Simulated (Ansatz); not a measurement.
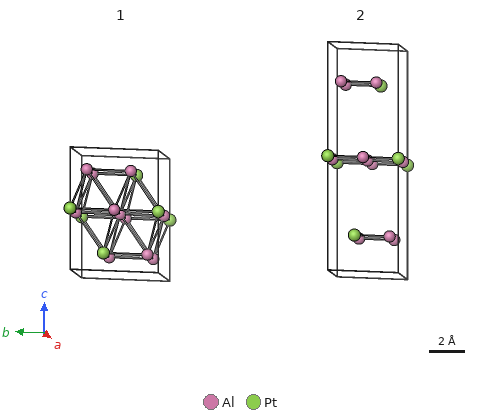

Two geometries of crystalline Al₃Pt (a generated structure, set up in R-3m) (coarse preliminary run), drawn at one scale. One is the start of a relaxation, the other its converged end. A ball-and-stick model of the conventional cell (3 times the calculation's cell), seen from a free direction. Lengths and directions refer to the drawn axes.

All numbers below come from Ansatz, DFT PBE, scalar-relativistic, plane waves, PAW. Set-up: plane-wave cutoff 420 eV; k-point mesh 6 × 6 × 6; occupations gaussian; smearing width 0.1 eV; no spin polarisation; cell and atoms relaxed; force threshold 0.04 eV/Å; at most 70 steps.

**Which one is relaxed?**

Structure 1 is the relaxed one. The energy falls by 8.547 eV per cell of the calculation in 15 accepted moves (19 points after the start). All forces vanish by symmetry, so only the cell relaxes. Pressure: 73.14 GPa at the start and 0.14 GPa at the end. The line search rejected the trial steps at points 12, 17 of the run. At 2 points the geometry stayed and the basis and grid were re-selected for the new cell (energy shift of 0.127 eV per cell of the calculation at most each time). The atoms keep their places relative to the cell (all moves are under 0.005 Å). The volume changes by −16.2 %, with a = b 4.386 → 5.486 Å (+25.1 %), c 13.139 → 7.038 Å (−46.4 %). Among the contacts that change: Al–Pt 4.559 → 2.831 Å, Al–Al 4.559 → 2.831 Å, Al–Pt 2.193 → 2.743 Å, Al–Al 2.193 → 2.743 Å. New bonds form: Al–Al (4.56 → 2.83 Å), Al–Pt (4.56 → 2.83 Å). The space group stays R-3m (No. 166). Cost: 2.1 min on 1 thread of Intel(R) Xeon(R) Processor @ 2.50GHz (Skylake/Cascade Lake), with other jobs on the host, peak memory 0.4 GiB.
